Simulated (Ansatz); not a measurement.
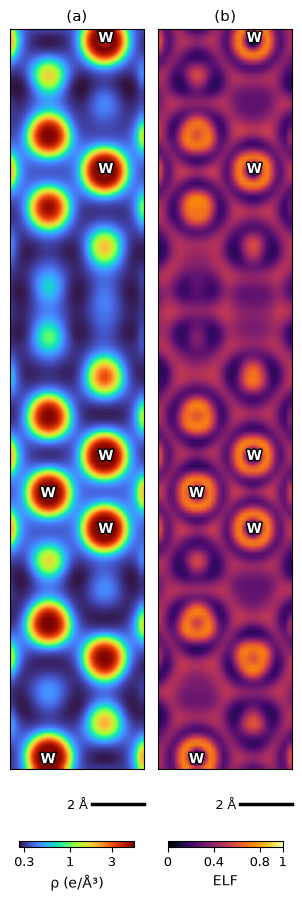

W (interface cell). (a) valence pseudo-density; (b) ELF on the (011) plane of the calculation cell.

All numbers below come from DFT PBEsol, scalar-relativistic, plane waves, PAW (Ansatz).

Core electrons are frozen (PAW), and the valence fields are smoothed inside the atomic spheres.

Input

```
crystal:
  lattice:
    - [4.4609210304, 0.0, 0.0]
    - [-2.2304605152, 4.7315212664, 0.0]
    - [0.0, 0.0, 27.0655261823]
  atoms:
    - { symbol: W, position: [0.8333333333, 0.6666666667, 0.068564828] }
    - { symbol: W, position: [0.1111111111, 0.2222222222, 0.0960347111] }
    - { symbol: W, position: [0.9444444444, 0.8888888889, 0.1784443602] }
    - { symbol: W, position: [0.2222222222, 0.4444444444, 0.2059142432] }
    - { symbol: W, position: [0.5, 0.0, 0.2333841262] }
    - { symbol: W, position: [0.3333333333, 0.6666666667, 0.3157937753] }
    - { symbol: W, position: [0.6111111111, 0.2222222222, 0.3432636584] }
    - { symbol: W, position: [0.4444444444, 0.8888888889, 0.4256733074] }
    - { symbol: W, position: [0.7222222222, 0.4444444444, 0.4531431905] }
    - { symbol: W, position: [0.2777777778, 0.5555555556, 0.013625062] }
    - { symbol: W, position: [0.5555555556, 0.1111111111, 0.041094945] }
    - { symbol: W, position: [0.3888888889, 0.7777777778, 0.1235045941] }
    - { symbol: W, position: [0.6666666667, 0.3333333333, 0.1509744771] }
    - { symbol: W, position: [0.7777777778, 0.5555555556, 0.2608540093] }
    - { symbol: W, position: [0.0555555556, 0.1111111111, 0.2883238923] }
    - { symbol: W, position: [0.8888888889, 0.7777777778, 0.3707335414] }
    - { symbol: W, position: [0.1666666667, 0.3333333333, 0.3982034244] }
    - { symbol: W, position: [1.0, 0.0, 0.4806130735] }
    - { symbol: W, position: [0.3333333333, 0.6666666667, 0.9258930665] }
    - { symbol: W, position: [0.6111111111, 0.2222222222, 0.8984231835] }
    - { symbol: W, position: [0.4444444444, 0.8888888889, 0.8160135344] }
    - { symbol: W, position: [0.7222222222, 0.4444444444, 0.7885436514] }
    - { symbol: W, position: [0.0, 0.0, 0.7610737683] }
    - { symbol: W, position: [0.8333333333, 0.6666666667, 0.6786641192] }
    - { symbol: W, position: [0.1111111111, 0.2222222222, 0.6511942362] }
    - { symbol: W, position: [0.9444444444, 0.8888888889, 0.5687845871] }
    - { symbol: W, position: [0.2222222222, 0.4444444444, 0.5413147041] }
    - { symbol: W, position: [0.7777777778, 0.5555555556, 0.9808328326] }
    - { symbol: W, position: [0.0555555556, 0.1111111111, 0.9533629495] }
    - { symbol: W, position: [0.8888888889, 0.7777777778, 0.8709533004] }
    - { symbol: W, position: [0.1666666667, 0.3333333333, 0.8434834174] }
    - { symbol: W, position: [0.2777777778, 0.5555555556, 0.7336038853] }
    - { symbol: W, position: [0.5555555556, 0.1111111111, 0.7061340023] }
    - { symbol: W, position: [0.3888888889, 0.7777777778, 0.6237243532] }
    - { symbol: W, position: [0.6666666667, 0.3333333333, 0.5962544701] }
    - { symbol: W, position: [0.5, 0.0, 0.513844821] }
basis:
  ecutwfc: 420
kpoints:
  mp_grid: { grid: [8, 8, 2] }
hamiltonian:
  xc: pbesol
scf:
  occupations: { method: gaussian, width: 0.1 }
output:
  forces: true
  stress: true
  eigenvalues: true
  populations: true
  write_density: true
  write_potential: true
  elf: true
  volumetric_format: npy
relax:
  adjacent_minimum: "off"
  f_tol: 0.02
  max_steps: 60
  cell: { fix: [a, b, alpha, beta, gamma], stress_tol: 0.1 }
```

Command:

```sh
ansatz run input.yaml --threads 4 --pin off --max-ram 11264MiB --backend cpu --events-out ev --progress --plain --runs-dir out
```

The fields are those of the run's last geometry, not of the input's.

Q: What does the map show?

A:
- Atoms in the plane: W.
- Atoms just off the plane (W, 0.4 Å away) can leave unmarked features too.
- W–W (2.67 Å): the density is about 0.46 e/Å³ at the midpoint; the ELF is about 0.35 at the midpoint.
- W–W (2.82 Å): ρ is about 0.38 e/Å³ halfway; the ELF is about 0.35 at the midpoint.
- Between the atoms the lowest density in this plane is 0.26 e/Å³.
- The features right at W lie inside the PAW spheres, where the map follows smoothed inner orbitals and isn't to be read closely.

Q: Does the calculation give a band gap?

A: It is metallic or semimetallic at this level of theory: no gap opens.
